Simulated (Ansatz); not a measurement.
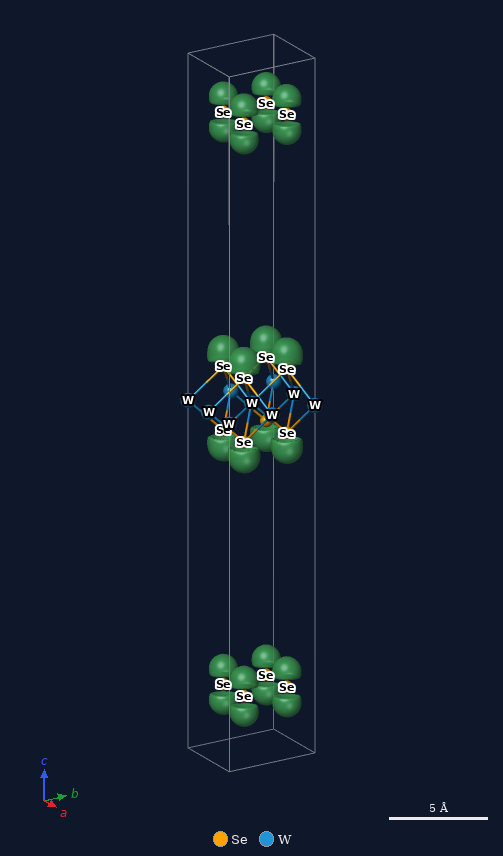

Figure. WSe4 (slab). Isosurface of the electron localisation function at 0.8 (green), seen slightly off an axis. Core shells and regions of very low density are left out. Sticks mark near contacts.

Computed with DFT PBE, scalar-relativistic, plane waves, PAW (Ansatz).

Core electrons are frozen (PAW), and the valence fields are smoothed inside the atomic spheres.

Input file:

```
crystal:
  lattice:
    - [3.320082845, 0.0, 0.0]
    - [-1.6600414225, 2.8752760865, 0.0]
    - [0.0, 0.0, 44.9517854828]
  atoms:
    - { symbol: Se, position: [0.3333333333, 0.6666666667, 0.1668454305] }
    - { symbol: Se, position: [0.3333333333, 0.6666666667, 0.4626634717] }
    - { symbol: W, position: [0.0, 0.0, 0.5] }
    - { symbol: Se, position: [0.3333333333, 0.6666666667, 0.5373365283] }
    - { symbol: Se, position: [0.3333333333, 0.6666666667, 0.8331545695] }
basis:
  ecutwfc: 420
kpoints:
  mp_grid: { grid: [9, 9, 1] }
hamiltonian:
  xc: pbe
scf:
  occupations: { method: gaussian, width: 0.05 }
output:
  forces: true
  eigenvalues: true
  write_density: true
  write_potential: true
  elf: true
  volumetric_format: npy
relax:
  adjacent_minimum: "off"
  f_tol: 0.02
  max_steps: 60
efield:
  axis: 3
  dipole_correction: true
  ramp_width: 0.04
```

Run with:

```sh
ansatz run input.yaml --threads 1 --pin off --max-ram 2560MiB --backend cpu --events-out ev --progress --plain --runs-dir out
```

Q: Identify the bonds, lone pairs and shells in this picture.

A: At this value the surface marks out six lobes on Se, pointing away from the bonds (lone pairs), counted in one cell of 5 atoms. Counts are for one cell; the picture repeats the cell along the surface. Profiles from the grid: W–Se (2.55 Å): the ELF is about 0.55 at the midpoint.

Q: Does the calculation give a band gap?

A: It is metallic or semimetallic at this level of theory: no gap opens.
